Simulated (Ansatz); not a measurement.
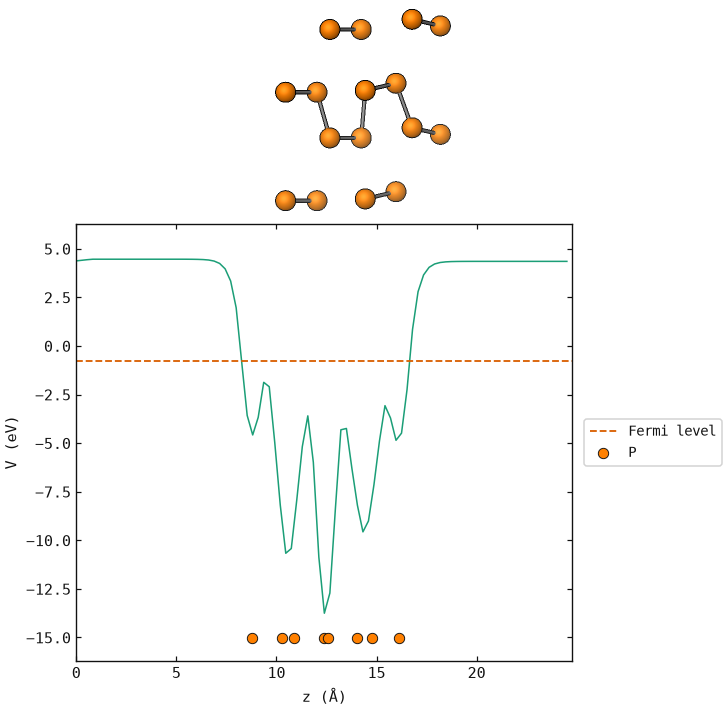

Plane-averaged electrostatic potential energy of an electron across the slab; circles at the bottom mark the heights of the atoms (positions after relaxation). The structure is drawn too.

The material is a (001) slab cut from P (Cmce), 8 atoms in the cell.

Ansatz 0.2.0; DFT PBEsol, scalar-relativistic, plane waves, PAW, no spin polarisation, 9×6×1 k mesh.

### What is the work function?

The work function is 5.15 eV at the right face and 5.26 eV at the left.

### How thick are slab and vacuum?

The outermost atoms are 7.3 Å apart, which leaves 17.4 Å of vacuum in a cell 24.8 Å high.

### Do the two faces differ, and what does that say about the slab's dipole?

The vacuum levels differ by 0.11 eV, so the slab carries a dipole along its normal. Some atoms were held fixed in the relaxation, which can itself make the faces differ.
